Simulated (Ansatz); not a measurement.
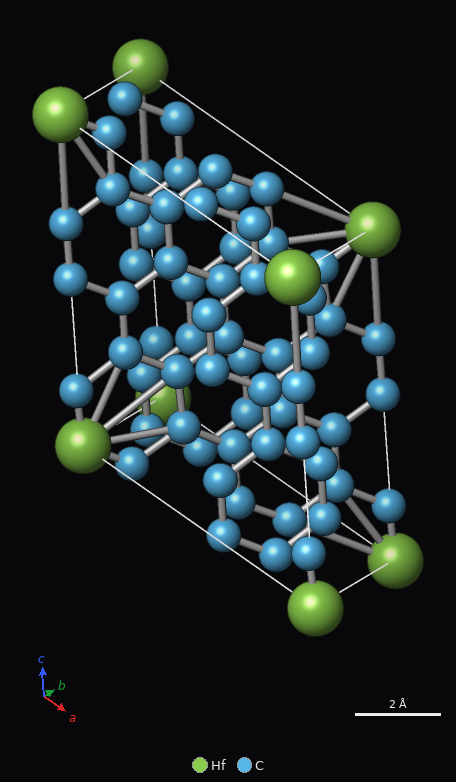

*The starting structure (ball-and-stick view of the cell of the calculation, seen slightly off an axis). An atom can appear more than once, as a periodic image.*

Geometry relaxation of HfC₄₇ (part 1 of 3)

HfC₄₇ (defect cell, 48 atoms in the cell), computed with DFT PBE, scalar-relativistic, plane waves, PAW, spin-polarised (Ansatz 0.2.0).

The structure derives from an entry of the Crystallography Open Database.

Output:
```
settings of this run that can trade accuracy for cost: output.eigenvalues: false. Do not mix this run's numbers with those of runs without the same settings; the input reference describes each key
Engine: ansatz 0.2.0, aarch64-unknown-linux-gnu
Pseudopotentials: kind: paw
Pseudopotential: Hf, paw, valence charge 26, recommended cutoff 420 eV (normal), Hf.paw.azcp
Pseudopotential: C, paw, valence charge 4, recommended cutoff 420 eV (normal), C.paw.azcp
Functional definition: PBE
  parameter kappa = 0.804
  parameter beta = 0.06672455060314922
  exchange = pbe_x(kappa = kappa, mu = beta*pi^2/3)
  correlation = pbe_c(beta = beta)
Crystal: 48 atoms, lattice volume = 430.502 Å³
Basis set: ecut = 420 eV, 8441 PW (Γ), exchange–correlation on 108×108×120 points (8 copies of the dense FFT grid, shifted against one another)
Bands: 156, of which v1, the nominal top of the filled ones, is band 107 counted from 1 (106 counted from 0)
Symmetry: 1 space group operations
Space group: P1 (ITA 1), of the structure as read, at distance tolerance 7.6e-5 Å
Magnetic group: BNS 1.1 (UNI 1), of the structure as read, at distance tolerance 7.6e-5 Å
k-points: 8
Non-local potential: Hf, projectors of the file, l = 0: 3, l = 1: 2, l = 2: 2, l = 3: 3
Non-local potential: C, projectors of the file, l = 0: 2, l = 1: 2, l = 2: 1
PAW form: soft (Blöchl's): semilocal exchange-correlation on the pseudo side does not see the compensation charge
PAW one-centre angular grid: Hf, 590 points (default); XC on 64 Gauss nodes
PAW one-centre angular grid: C, 110 points (default); XC on 64 Gauss nodes
Initial density: superposition of atomic densities (chi_scale 0.1, normalization cell, long waves kept (reshape's long-wave potential 0.36 eV rms))
Starting moments: Σ|m| = 2 μB on 4 of 48 sites
Initial wavefunctions: pseudopotential atomic-orbital guess
Functional: x = pbe(κ = 0.804, μ = 0.2195149727645171), c = pbe(β = 0.06672455060314922)
SCF iter   1: F=—  HF=-27440.203489 eV  |F-HF|=—  |Δ(HF+E_count)|=         —  Δρ=7.70e-2 (↑7.19e-2 ↓7.70e-2)  dr2=1.42e2  dr2_m=2.24e-1  M=0.503 μB ∫|m|=0.728 μB  β_m=0.30  ethr=3.10e-3  ⟨swp⟩=5.9  Hψ=11517  notcnv=0  defer=450
Mixer restart at iter 1: flushing history
preconditioner: auto → Kerker (q_TF=auto, 2.428 Å⁻¹)  [metal: Δε(μ)=0.016 eV  Ē_g=16.267 eV  σ=0.050 eV  W_gap=0.18  n_scr=102 (ndim 8)  ℏωp=25.4 eV  f_vac=0.000  D(μ)=6.57/eV (n_scr^D=34)]
spin=Collinear: Kerker preconditioning applied to the charge; magnetization (m = ρ↑ − ρ↓) channel mixes plain (no charge-response kernel on spin).
SCF iter   2: F=—  HF=-27462.378773 eV  |F-HF|=—  |Δ(HF+E_count)|=    2.22e1  Δρ=5.87e-2 (↑5.38e-2 ↓5.87e-2)  dr2=9.62e1  dr2_m=1.25e-1  M=0.500 μB ∫|m|=0.658 μB  β_m=0.65  ethr=3.10e-3  ⟨swp⟩=2.1  Hψ=4672  notcnv=0  defer=690
SCF iter   3: F=—  HF=-27481.970213 eV  |F-HF|=—  |Δ(HF+E_count)|=    1.96e1  Δρ=1.64e-2 (↑1.55e-2 ↓1.64e-2)  dr2=1.95e1  dr2_m=9.97e-3  M=0.422 μB ∫|m|=0.512 μB  β_m=0.56  ethr=3.10e-3  ⟨swp⟩=3.9  Hψ=6070  notcnv=0  defer=690
SCF iter   4: F=—  HF=-27473.409220 eV  |F-HF|=—  |Δ(HF+E_count)|=    8.56e0  Δρ=1.45e-2 (↑1.43e-2 ↓1.45e-2)  dr2=5.15e0  dr2_m=1.34e-2  M=0.059 μB ∫|m|=0.263 μB  β_m=0.78  ethr=3.10e-3  ⟨swp⟩=4.0  Hψ=5998  notcnv=0  defer=688
SCF iter   5: F=—  HF=-27478.053114 eV  |F-HF|=—  |Δ(HF+E_count)|=    4.64e0  Δρ=8.80e-3 (↑7.70e-3 ↓8.80e-3)  dr2=1.32e0  dr2_m=5.14e-3  M=0.135 μB ∫|m|=0.185 μB  β_m=0.82  ethr=2.41e-3  ⟨swp⟩=2.2  Hψ=4421  notcnv=0  defer=681
SCF iter   6: F=—  HF=-27478.404043 eV  |F-HF|=—  |Δ(HF+E_count)|=   3.51e-1  Δρ=3.89e-3 (↑3.07e-3 ↓3.89e-3)  dr2=2.83e-1  dr2_m=7.05e-3  M=0.265 μB ∫|m|=0.308 μB  β_m=0.91  ethr=6.15e-4  ⟨swp⟩=2.0  Hψ=4259  notcnv=0  defer=681
SCF iter   7: F=—  HF=-27478.620915 eV  |F-HF|=—  |Δ(HF+E_count)|=         —  Δρ=6.67e-3 (↑5.46e-3 ↓6.67e-3)  dr2=1.36e-1  dr2_m=1.24e-1  M=0.987 μB ∫|m|=1.034 μB  β_m=1.00  ethr=1.32e-4  ⟨swp⟩=2.8  Hψ=4196  notcnv=0  defer=672
Mixer restart at iter 7: flushing history
SCF iter   8: F=—  HF=-27478.573989 eV  |F-HF|=—  |Δ(HF+E_count)|=   4.69e-2  Δρ=2.37e-3 (↑2.37e-3 ↓2.34e-3)  dr2=1.02e-1  dr2_m=9.42e-4  M=0.956 μB ∫|m|=1.062 μB  β_m=0.91  ethr=2.34e-5  ⟨swp⟩=3.0  Hψ=4375  notcnv=0  defer=672
SCF iter   9: F=—  HF=-27478.597807 eV  |F-HF|=—  |Δ(HF+E_count)|=   2.38e-2  Δρ=2.33e-3 (↑2.30e-3 ↓2.33e-3)  dr2=9.48e-2  dr2_m=2.19e-4  M=0.982 μB ∫|m|=1.081 μB  β_m=0.57  ethr=2.34e-5  ⟨swp⟩=3.0  Hψ=4762  notcnv=0  defer=672
SCF iter  10: F=—  HF=-27478.552578 eV  |F-HF|=—  |Δ(HF+E_count)|=   4.52e-2  Δρ=7.47e-4 (↑7.00e-4 ↓7.47e-4)  dr2=1.82e-2  dr2_m=1.22e-4  M=0.971 μB ∫|m|=1.085 μB  β_m=0.81  ethr=2.34e-5  ⟨swp⟩=2.2  Hψ=4322  notcnv=0  defer=672
SCF iter  11: F=—  HF=-27478.551870 eV  |F-HF|=—  |Δ(HF+E_count)|=   7.08e-4  Δρ=4.40e-4 (↑4.40e-4 ↓4.11e-4)  dr2=8.26e-3  dr2_m=9.90e-6  M=0.958 μB ∫|m|=1.094 μB  β_m=0.75  ethr=8.48e-6  ⟨swp⟩=2.1  Hψ=3381  notcnv=0  defer=672
SCF iter  12: F=—  HF=-27478.550591 eV  |F-HF|=—  |Δ(HF+E_count)|=         —  Δρ=4.06e-4 (↑2.13e-4 ↓4.06e-4)  dr2=1.61e-3  dr2_m=1.90e-4  M=0.931 μB ∫|m|=1.096 μB  β_m=0.75  ethr=3.86e-6  ⟨swp⟩=2.0  Hψ=4198  notcnv=0  defer=672
Mixer restart at iter 12: flushing history
SCF iter  13: F=—  HF=-27478.550632 eV  |F-HF|=—  |Δ(HF+E_count)|=   4.05e-5  Δρ=1.82e-4 (↑1.82e-4 ↓1.63e-4)  dr2=5.68e-4  dr2_m=3.02e-5  M=0.925 μB ∫|m|=1.102 μB  β_m=0.72  ethr=7.52e-7  ⟨swp⟩=2.0  Hψ=4107  notcnv=0  defer=672
SCF iter  14: F=—  HF=-27478.550587 eV  |F-HF|=—  |Δ(HF+E_count)|=   4.44e-5  Δρ=1.29e-4 (↑6.91e-5 ↓1.29e-4)  dr2=3.34e-4  dr2_m=1.71e-5  M=0.920 μB ∫|m|=1.106 μB  β_m=0.69  ethr=2.66e-7  ⟨swp⟩=2.0  Hψ=4194  notcnv=0  defer=672
SCF iter  15: F=—  HF=-27478.550562 eV  |F-HF|=—  |Δ(HF+E_count)|=   2.48e-5  Δρ=1.01e-4 (↑4.06e-5 ↓1.01e-4)  dr2=8.71e-5  dr2_m=1.15e-5  M=0.914 μB ∫|m|=1.122 μB  β_m=0.61  ethr=1.56e-7  ⟨swp⟩=2.0  Hψ=4197  notcnv=0  defer=672
SCF iter  16: F=—  HF=-27478.550560 eV  |F-HF|=—  |Δ(HF+E_count)|=   2.45e-6  Δρ=5.97e-5 (↑5.85e-5 ↓5.97e-5)  dr2=3.36e-5  dr2_m=1.14e-5  M=0.909 μB ∫|m|=1.129 μB  β_m=0.80  ethr=4.07e-8  ⟨swp⟩=2.0  Hψ=4194  notcnv=0  defer=672
SCF iter  17: F=—  HF=-27478.550601 eV  |F-HF|=—  |Δ(HF+E_count)|=   4.11e-5  Δρ=6.17e-5 (↑6.13e-5 ↓6.17e-5)  dr2=9.57e-6  dr2_m=1.43e-5  M=0.896 μB ∫|m|=1.154 μB  β_m=0.90  ethr=1.57e-8  ⟨swp⟩=2.0  Hψ=4210  notcnv=0  defer=672
SCF iter  18: F=—  HF=-27478.550659 eV  |F-HF|=—  |Δ(HF+E_count)|=   5.75e-5  Δρ=8.18e-5 (↑8.18e-5 ↓6.34e-5)  dr2=4.12e-6  dr2_m=2.03e-5  M=0.879 μB ∫|m|=1.185 μB  β_m=0.33  ethr=4.47e-9  ⟨swp⟩=2.5  Hψ=4320  notcnv=0  defer=672
SCF iter  19: F=-27478.550761 eV  HF=-27478.550742 eV  |F-HF|=1.97e-5  |Δ(HF+E_count)|=   8.30e-5  Δρ=9.10e-5 (↑9.10e-5 ↓6.92e-5)  dr2=9.16e-6  dr2_m=2.48e-5  M=0.859 μB ∫|m|=1.223 μB  β_m=0.51  ethr=1.93e-9  ⟨swp⟩=3.0  Hψ=5713  notcnv=0  defer=672
SCF iter  20: F=-27478.550914 eV  HF=-27478.550907 eV  |F-HF|=6.66e-6  |Δ(HF+E_count)|=   1.65e-4  Δρ=9.05e-5 (↑9.05e-5 ↓5.94e-5)  dr2=1.76e-5  dr2_m=2.14e-5  M=0.829 μB ∫|m|=1.294 μB  β_m=0.66  ethr=1.93e-9  ⟨swp⟩=3.1  Hψ=5844  notcnv=0  defer=672
SCF iter  21: F=-27478.551045 eV  HF=-27478.551044 eV  |F-HF|=1.40e-6  |Δ(HF+E_count)|=   1.37e-4  Δρ=3.87e-5 (↑3.51e-5 ↓3.87e-5)  dr2=4.88e-6  dr2_m=4.78e-6  M=0.803 μB ∫|m|=1.393 μB  β_m=0.99  ethr=1.93e-9  ⟨swp⟩=3.8  Hψ=6066  notcnv=0  defer=672
SCF iter  22: F=-27478.551044 eV  HF=-27478.551045 eV  |F-HF|=9.92e-7  |Δ(HF+E_count)|=   8.10e-7  Δρ=4.10e-5 (↑1.12e-5 ↓4.10e-5)  dr2=5.00e-6  dr2_m=2.25e-6  M=0.814 μB ∫|m|=1.377 μB  β_m=1.00  ethr=1.93e-9  ⟨swp⟩=2.8  Hψ=4641  notcnv=0  defer=672
SCF iter  23: F=-27478.551052 eV  HF=-27478.551055 eV  |F-HF|=2.97e-6  |Δ(HF+E_count)|=   1.00e-5  Δρ=1.66e-5 (↑1.66e-5 ↓1.17e-5)  dr2=1.64e-6  dr2_m=4.24e-7  M=0.809 μB ∫|m|=1.400 μB  β_m=0.91  ethr=1.93e-9  ⟨swp⟩=1.0  Hψ=7819  notcnv=0
SCF iter  24: F=-27478.551050 eV  HF=-27478.551051 eV  |F-HF|=8.37e-7  |Δ(HF+E_count)|=   3.71e-6  Δρ=2.43e-5 (↑1.45e-5 ↓2.43e-5)  dr2=1.80e-6  dr2_m=1.34e-6  M=0.807 μB ∫|m|=1.413 μB  β_m=0.77  ethr=7.66e-10  ⟨swp⟩=3.1  Hψ=5910  notcnv=0
SCF iter  25: F=-27478.551055 eV  HF=-27478.551055 eV  |F-HF|=1.08e-7  |Δ(HF+E_count)|=   3.89e-6  Δρ=5.23e-6 (↑3.89e-6 ↓5.23e-6)  dr2=1.94e-7  dr2_m=6.15e-8  M=0.812 μB ∫|m|=1.399 μB  ethr=7.66e-10  ⟨swp⟩=3.0  Hψ=5860  notcnv=0
at 2 of the mixer's solves, the last at iteration 19, it left a direction of its history that read negative out of its fit and stepped the other way along it
SCF 1 converged in 25 iterations: F = -27478.551055 eV  dr2 = 1.94e-7
  greatest PAW one-centre occupation: 0.997 electrons in one spin orbital (limit 2), on the Hf atom at site 0 (counted from 0), in its partial waves of l = 3
relax step   1: F+E_penalty+E_count = -27478.55105496 eV  Δ(F+E_penalty+E_count) = +0.000e0 eV  max|allowed force component| = 3.749e1 eV/Å  Δτ_max = 0.0000 Å  (25 SCF iters, dr2 threshold 6.25e-5 eV, accepted)
Initial density: handed on by an earlier stage of this run
Starting moments: Σ|m| = 2 μB on 4 of 48 sites; this step starts from the density that it was given
Initial wavefunctions: those handed on with the density
iter 1 solved again at ethr=1.57e-3 eV; its pass at ethr=3.10e-3 eV (dr2=3.37e0 eV) is discarded
SCF iter   1: F=—  HF=-27491.396264 eV  |F-HF|=—  |Δ(HF+E_count)|=         —  Δρ=1.71e-2 (↑1.14e-2 ↓1.71e-2)  dr2=3.40e0  dr2_m=1.90e-1  M=-0.053 μB ∫|m|=0.467 μB  β_m=0.30  ethr=1.57e-3  ⟨swp⟩=1.0  Hψ=10897  notcnv=0  defer=521
preconditioner: auto → Kerker (q_TF=auto, 2.428 Å⁻¹)  [metal: Δε(μ)=0.023 eV  Ē_g=15.147 eV  σ=0.050 eV  W_gap=0.26  n_scr=102 (ndim 8)  ℏωp=25.7 eV  f_vac=0.010  D(μ)=6.78/eV (n_scr^D=34)]
spin=Collinear: Kerker preconditioning applied to the charge; magnetization (m = ρ↑ − ρ↓) channel mixes plain (no charge-response kernel on spin).
SCF iter   2: F=—  HF=-27492.502968 eV  |F-HF|=—  |Δ(HF+E_count)|=    1.11e0  Δρ=1.21e-2 (↑8.32e-3 ↓1.21e-2)  dr2=2.08e0  dr2_m=9.94e-2  M=-0.078 μB ∫|m|=0.455 μB  β_m=0.65  ethr=1.57e-3  ⟨swp⟩=2.0  Hψ=2566  notcnv=0  defer=577
SCF iter   3: F=—  HF=-27494.193851 eV  |F-HF|=—  |Δ(HF+E_count)|=    1.69e0  Δρ=1.35e-2 (↑3.63e-3 ↓1.35e-2)  dr2=2.06e0  dr2_m=1.76e-1  M=0.938 μB ∫|m|=1.215 μB  β_m=0.81  ethr=9.70e-4  ⟨swp⟩=2.2  Hψ=4694  notcnv=0  defer=671
SCF iter   4: F=—  HF=-27494.381426 eV  |F-HF|=—  |Δ(HF+E_count)|=   1.88e-1  Δρ=8.87e-3 (↑2.02e-3 ↓8.87e-3)  dr2=1.10e0  dr2_m=7.36e-2  M=0.901 μB ∫|m|=1.273 μB  β_m=0.91  ethr=9.64e-4  ⟨swp⟩=2.0  Hψ=2637  notcnv=0  defer=665
SCF iter   5: F=—  HF=-27494.342384 eV  |F-HF|=—  |Δ(HF+E_count)|=   3.90e-2  Δρ=3.50e-3 (↑2.09e-3 ↓3.50e-3)  dr2=3.00e-1  dr2_m=6.76e-3  M=0.825 μB ∫|m|=1.337 μB  β_m=0.67  ethr=5.13e-4  ⟨swp⟩=2.9  Hψ=4377  notcnv=0  defer=664
SCF iter   6: F=—  HF=-27494.221600 eV  |F-HF|=—  |Δ(HF+E_count)|=   1.21e-1  Δρ=1.73e-3 (↑9.81e-4 ↓1.73e-3)  dr2=1.79e-2  dr2_m=3.02e-3  M=0.550 μB ∫|m|=1.229 μB  β_m=0.71  ethr=1.40e-4  ⟨swp⟩=2.9  Hψ=4382  notcnv=0  defer=670
SCF iter   7: F=—  HF=-27494.242723 eV  |F-HF|=—  |Δ(HF+E_count)|=   2.11e-2  Δρ=5.34e-4 (↑5.34e-4 ↓5.06e-4)  dr2=4.14e-3  dr2_m=6.32e-4  M=0.467 μB ∫|m|=1.262 μB  β_m=0.74  ethr=8.38e-6  ⟨swp⟩=2.5  Hψ=4513  notcnv=0  defer=669
SCF iter   8: F=—  HF=-27494.244047 eV  |F-HF|=—  |Δ(HF+E_count)|=   1.32e-3  Δρ=3.98e-4 (↑3.98e-4 ↓3.86e-4)  dr2=1.66e-3  dr2_m=5.10e-4  M=0.391 μB ∫|m|=1.332 μB  β_m=0.87  ethr=1.94e-6  ⟨swp⟩=2.0  Hψ=4417  notcnv=0  defer=669
SCF iter   9: F=—  HF=-27494.245126 eV  |F-HF|=—  |Δ(HF+E_count)|=   1.08e-3  Δρ=4.32e-4 (↑4.03e-4 ↓4.32e-4)  dr2=2.64e-3  dr2_m=4.48e-4  M=0.350 μB ∫|m|=1.436 μB  β_m=0.94  ethr=7.77e-7  ⟨swp⟩=2.0  Hψ=4132  notcnv=0  defer=670
SCF iter  10: F=—  HF=-27494.245584 eV  |F-HF|=—  |Δ(HF+E_count)|=   4.58e-4  Δρ=2.50e-4 (↑1.04e-4 ↓2.50e-4)  dr2=5.89e-4  dr2_m=6.81e-5  M=0.372 μB ∫|m|=1.553 μB  β_m=0.87  ethr=7.77e-7  ⟨swp⟩=2.0  Hψ=4153  notcnv=0  defer=670
SCF iter  11: F=—  HF=-27494.245621 eV  |F-HF|=—  |Δ(HF+E_count)|=   3.71e-5  Δρ=8.38e-5 (↑8.38e-5 ↓6.96e-5)  dr2=6.14e-5  dr2_m=1.90e-5  M=0.383 μB ∫|m|=1.580 μB  β_m=0.93  ethr=2.75e-7  ⟨swp⟩=1.5  Hψ=3296  notcnv=0  defer=670
iter 12 did not close the SCF: its close was put off for a magnetic moment that had not settled (scf_convergence_deferred on its scf_iter line)
SCF iter  12: F=-27494.245639 eV  HF=-27494.245662 eV  |F-HF|=2.26e-5  |Δ(HF+E_count)|=   4.06e-5  Δρ=5.63e-5 (↑5.56e-5 ↓5.63e-5)  dr2=3.56e-5  dr2_m=3.86e-6  M=0.400 μB ∫|m|=1.600 μB  β_m=0.89  ethr=2.87e-8  ⟨swp⟩=2.0  Hψ=7512  notcnv=0
SCF iter  13: F=-27494.245658 eV  HF=-27494.245659 eV  |F-HF|=8.68e-7  |Δ(HF+E_count)|=   2.62e-6  Δρ=1.19e-5 (↑9.69e-6 ↓1.19e-5)  dr2=1.32e-6  dr2_m=2.46e-7  M=0.398 μB ∫|m|=1.600 μB  ethr=1.66e-8  ⟨swp⟩=2.0  Hψ=7800  notcnv=0
SCF 2 converged in 13 iterations: F = -27494.245658 eV  dr2 = 1.32e-6
relax step   2: F+E_penalty+E_count = -27494.24565804 eV  Δ(F+E_penalty+E_count) = -1.569e1 eV  max|allowed force component| = 1.742e1 eV/Å  Δτ_max = 0.1976 Å  (13 SCF iters, dr2 threshold 1.00e-4 eV, accepted)
[... from here on the SCF iterations and repeated set-up lines of each step are left out, up to the last step ...]
SCF 3 converged in 12 iterations: F = -27501.599985 eV  dr2 = 3.47e-7
relax step   3: F+E_penalty+E_count = -27501.59998465 eV  Δ(F+E_penalty+E_count) = -7.354e0 eV  max|allowed force component| = 1.020e1 eV/Å  Δτ_max = 0.1950 Å  (12 SCF iters, dr2 threshold 1.00e-4 eV, accepted)
SCF 4 converged in 12 iterations: F = -27504.050026 eV  dr2 = 5.13e-7
relax step   4: F+E_penalty+E_count = -27504.05002563 eV  Δ(F+E_penalty+E_count) = -2.450e0 eV  max|allowed force component| = 8.296e0 eV/Å  Δτ_max = 0.1911 Å  (12 SCF iters, dr2 threshold 1.00e-4 eV, accepted)
SCF 5 converged in 11 iterations: F = -27505.899979 eV  dr2 = 1.27e-6
relax step   5: F+E_penalty+E_count = -27505.89997935 eV  Δ(F+E_penalty+E_count) = -1.850e0 eV  max|allowed force component| = 4.955e0 eV/Å  Δτ_max = 0.1952 Å  (11 SCF iters, dr2 threshold 1.00e-4 eV, accepted)
SCF 6 converged in 12 iterations: F = -27507.612607 eV  dr2 = 8.28e-7
relax step   6: F+E_penalty+E_count = -27507.61260726 eV  Δ(F+E_penalty+E_count) = -1.713e0 eV  max|allowed force component| = 2.835e0 eV/Å  Δτ_max = 0.2000 Å  (12 SCF iters, dr2 threshold 1.00e-4 eV, accepted)
SCF 7 converged in 15 iterations: F = -27508.572923 eV  dr2 = 4.20e-7
relax step   7: F+E_penalty+E_count = -27508.57292309 eV  Δ(F+E_penalty+E_count) = -9.603e-1 eV  max|allowed force component| = 1.183e0 eV/Å  Δτ_max = 0.1948 Å  (15 SCF iters, dr2 threshold 1.00e-4 eV, accepted)
SCF 8 converged in 7 iterations: F = -27509.039060 eV  dr2 = 5.31e-6
relax step   8: F+E_penalty+E_count = -27509.03906016 eV  Δ(F+E_penalty+E_count) = -4.661e-1 eV  max|allowed force component| = 8.053e-1 eV/Å  Δτ_max = 0.1948 Å  (7 SCF iters, dr2 threshold 1.00e-4 eV, accepted)
SCF 9 converged in 8 iterations: F = -27509.280790 eV  dr2 = 1.92e-6
relax step   9: F+E_penalty+E_count = -27509.28078968 eV  Δ(F+E_penalty+E_count) = -2.417e-1 eV  max|allowed force component| = 5.518e-1 eV/Å  Δτ_max = 0.2000 Å  (8 SCF iters, dr2 threshold 1.00e-4 eV, accepted)
SCF 10 converged in 6 iterations: F = -27509.309125 eV  dr2 = 2.14e-5
relax step  10: F+E_penalty+E_count = -27509.30912452 eV  Δ(F+E_penalty+E_count) = -2.833e-2 eV  max|allowed force component| = 1.497e-1 eV/Å  Δτ_max = 0.0772 Å  (6 SCF iters, dr2 threshold 1.00e-4 eV, accepted)
SCF 11 converged in 9 iterations: F = -27509.299347 eV  dr2 = 2.65e-8
relax step  11: F+E_penalty+E_count = -27509.29934745 eV  Δ(F+E_penalty+E_count) = +9.777e-3 eV  max|allowed force component| = 5.446e-1 eV/Å  Δτ_max = 0.0944 Å  (9 SCF iters, rejected (line search))
SCF 12 converged in 9 iterations: F = -27509.316017 eV  dr2 = 5.06e-8
relax step  12: F+E_penalty+E_count = -27509.31601693 eV  Δ(F+E_penalty+E_count) = -6.892e-3 eV  max|allowed force component| = 7.468e-2 eV/Å  Δτ_max = 0.0301 Å  (9 SCF iters, accepted)
```
